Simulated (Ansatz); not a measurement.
## Run report: ZnO, band-structure calculation (part 2 of 2)

ZnO (P6₃mc, 4 atoms in the cell); DFT, HSE06, plane waves, PAW, no spin polarisation (Ansatz 0.2.0); cutoff 420 eV, 6×6×4 k-mesh, fixed occupations. The structure was built on a prototype by a generator. The geometry comes from this level: r2SCAN.

Geometry of the input (Å; fractional positions):
```
3.2353  0.0000  0.0000
-1.6177  2.8019  0.0000
0.0000  0.0000  5.2110
Zn 0.3333  0.6667  -0.0023
Zn 0.6667  0.3333  0.4977
O  0.3333  0.6667  0.3773
O  0.6667  0.3333  0.8773
```

```
hybrid outer 2: dexx = +1.553e-6 eV, tail = 4.02e-8 eV, Δε = 5.15e-3 eV (about 1.35e-4 eV left of the loop's levels), ΔF = 9.48e-4 eV/Å (tail 2.98e-4)
NSCF: frozen V_eff on 6 k-points
hybrid SCF converged: 2 outer / 12 inner (+3 warm-up), last move |dexx| = 1.55e-6 eV, tail = 4.02e-8 eV
Stability not checked: this state was not tested for a lower state beside it, because the functional holds exact exchange (a hybrid, or Hartree-Fock), whose exchange loop this test does not read (fock_operator; see scf.lower_state_search)
Free energy (F): -7773.411932 eV
Frozen-core exchange: fock
Harris-Foulkes:  -7773.411932 eV  (|F-HF|=4.46e-9)
Internal energy: -7773.411932 eV  (E = F + TS)
E sigma→0 (E₀):  -7773.411932 eV
Fermi energy:    6.049373 eV
--- Per-component energies (eV) ---
  E_band       = -5.050529
  E_kinetic    = 613.591802
  E_local      = -4012.514526  (includes V_loc(G=0)·N_el)
  E_nonlocal   = 1341.693757
  E_hartree    = 1660.400861
  E_xc         = -334.129219
  E_vxc        = -230.825247  (∫ρ·V_xc dr)
  E_exx        = -122.773666  (= α·E_x^exact, valence–valence)
  E_paw        = -3950.648787  (= ΣΔE_a)
  E_vpaw       = -792.258504  (= ΣTr[D̂ρ^β])
  E_aug_tail   = 0.004156  (compensation charges beyond the density's cutoff)
  E_ewald      = -2970.264323
  E_core_change = 1.228014  (= ΣΔE_core)
  E_smearing   = -0.000000  (= −TS)
  E_closure    = 0.000000  (closes the sum)
  Σ components = -7773.411932   (vs F -7773.411932, Δ=0.00e0)
--- Forces (eV/Å), atoms counted from 1 ---
  atom   1  Zn    -0.00000000     0.00000000    -0.00754803
  atom   2  Zn     0.00000000    -0.00000000    -0.00754803
  atom   3  O      0.00000000    -0.00000000     0.00751560
  atom   4  O     -0.00000000     0.00000000     0.00751560
  max |Σ_I F_I| component: 6.49e-5 eV/Å
--- Stress (GPa, compression-positive) ---
        1.727050      -0.000000       0.000000
       -0.000000       1.727050       0.000000
        0.000000       0.000000       1.504276
  P = ⅓ Tr σ = 1.6528 GPa (16.528 kbar)
--- Band table (eV; the first three rows and the last of 21) ---
  k-point 0: bands = ["-13.4666", "-12.7085", "-0.6692", "-0.6692", "-0.6295", "-0.4742", "-0.4742", "0.1128", "0.3833", "0.3833", "0.5825", "0.5825", "1.0480", "5.1970", "5.1970", "5.9734", "6.0494", "6.0494", "8.5818", "13.3341", "16.3839", "21.1630", "21.1630"]
  k-point 1: bands = ["-13.3602", "-12.8243", "-0.6790", "-0.6527", "-0.6527", "-0.5159", "-0.5159", "-0.3859", "0.4225", "0.4225", "0.5643", "0.5643", "2.0186", "5.0599", "5.3242", "5.3242", "5.9270", "5.9270", "9.6284", "12.7574", "16.8693", "20.5433", "21.1753"]
  k-point 2: bands = ["-13.0970", "-13.0970", "-0.6881", "-0.6881", "-0.5968", "-0.5968", "-0.5968", "-0.5968", "0.5035", "0.5035", "0.5035", "0.5035", "3.5432", "3.5432", "5.6277", "5.6277", "5.6277", "5.6277", "11.3399", "11.3399", "18.2881", "18.2881", "21.4482"]
  k-point 20: bands = ["-12.5636", "-12.5636", "-0.4775", "-0.4775", "-0.3532", "-0.3532", "0.1708", "0.1708", "0.3871", "0.3871", "0.9173", "0.9173", "1.8475", "1.8475", "3.0802", "3.0802", "4.7437", "4.7437", "15.9402", "15.9402", "16.1443", "16.1443", "17.2683"]
```

File v_z.tsv
```
# z_ang	v_es[eV]	v_tot[eV]
# format = ansatz-planar-average/11
# xc	hse06
# density_cutoff_ev	1680
# datasets	Zn=:simpson_from_first_knot:soft:fock:shift=0	O=:simpson_from_first_knot:soft:fock:shift=0
# lattice	3.235340670	0.000000000	0.000000000
# lattice	-1.617670335	2.801887210	0.000000000
# lattice	0.000000000	0.000000000	5.210952259
# sites	4
# site	30	-0.000000000	1.867924807	-0.012233922
# site	30	1.617670335	0.933962404	2.593242208
# site	8	-0.000000000	1.867924807	1.966341019
# site	8	1.617670335	0.933962404	4.571817149
0.000000	-5.359887e-1	-1.127456e1
0.144749	5.688263e-1	-9.501991e0
0.289497	1.698856e0	-7.520709e0
0.434246	3.301834e0	-4.900722e0
0.578995	5.202364e0	-1.934335e0
0.723743	7.263546e0	9.776369e-1
0.868492	9.093885e0	2.779859e0
1.013241	1.015118e1	3.734642e0
1.157989	1.053654e1	4.112550e0
1.302738	1.012299e1	3.136388e0
1.447487	8.400512e0	6.557603e-1
1.592235	6.194286e0	-2.375700e0
1.736984	3.576096e0	-5.709343e0
1.881733	8.229242e-1	-9.117028e0
2.026481	-1.278966e0	-1.184059e1
2.171230	-2.388651e0	-1.344796e1
2.315979	-2.543425e0	-1.381415e1
2.460727	-1.861957e0	-1.302568e1
2.605476	-5.359887e-1	-1.127456e1
2.750225	5.688263e-1	-9.501991e0
2.894973	1.698856e0	-7.520709e0
3.039722	3.301834e0	-4.900722e0
3.184471	5.202364e0	-1.934335e0
3.329219	7.263546e0	9.776369e-1
3.473968	9.093885e0	2.779859e0
3.618717	1.015118e1	3.734642e0
3.763466	1.053654e1	4.112550e0
3.908214	1.012299e1	3.136388e0
4.052963	8.400512e0	6.557603e-1
4.197712	6.194286e0	-2.375700e0
4.342460	3.576096e0	-5.709343e0
4.487209	8.229242e-1	-9.117028e0
4.631958	-1.278966e0	-1.184059e1
4.776706	-2.388651e0	-1.344796e1
4.921455	-2.543425e0	-1.381415e1
5.066204	-1.861957e0	-1.302568e1
```

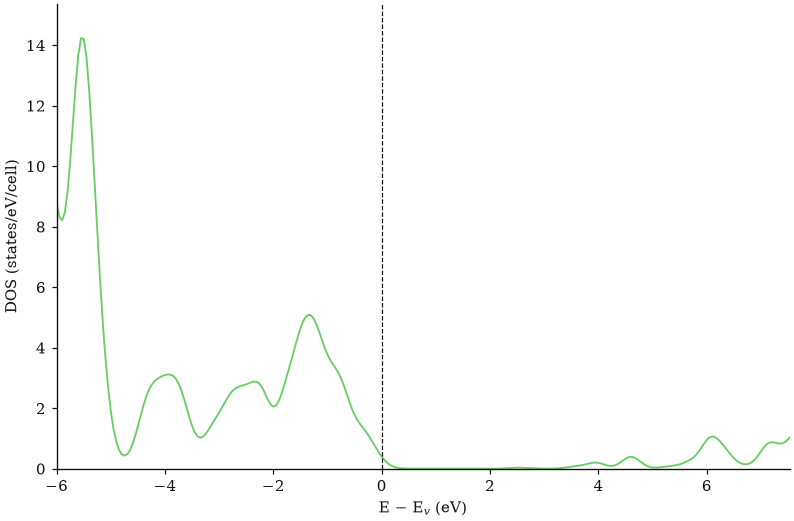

*Density of states (the curve is built from the levels of the k mesh with Gaussians 0.4 eV wide, which also blur the band edges), with energies from the valence-band top.*

There is a gap of 2.53 eV on the k-point mesh. Small ripples come from the finite k-point mesh.

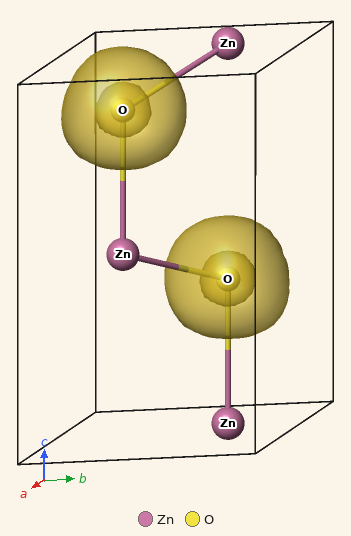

*Isosurface of the electron localisation function at 0.7 (yellow), seen slightly off an axis. Only the valence region is drawn (cores and ρ < 0.01 e/Å³ removed). Sticks mark near contacts. The outline is the cell set on symmetry axes.*

Along the contacts the grid gives the following. Zn–O (1.97 Å): the ELF is about 0.25 at the midpoint. In a PAW calculation such maps are meaningful between the atoms, not at the nuclei.

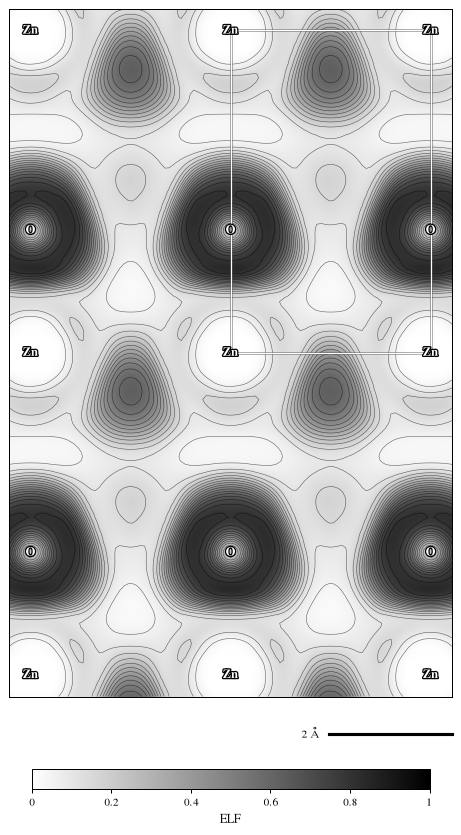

*Electron localisation function on the (010) plane of the conventional cell.*

Atoms in the plane: Zn and O. Zn–O (1.98 Å): the ELF is about 0.25 at the midpoint.

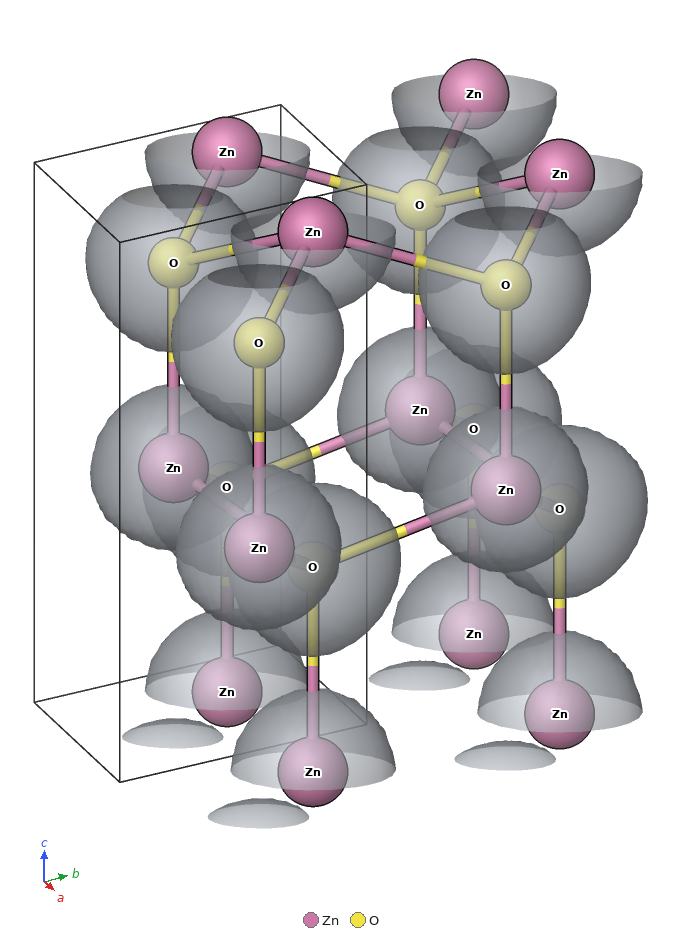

*Isosurface of the valence pseudo-density at 0.8 e/Å³ (grey), seen slightly off an axis. Sticks mark near contacts. The outline is the cell set on symmetry axes.*

At this value the density breaks into separate islands; it holds about 75 % of the electrons treated as valence. It is pinched off along the Zn–O (1.97 Å) contacts. On the grid the lowest density along these lines, outside the cores, is 0.59 e/Å³ (Zn–O, 1.97 Å).
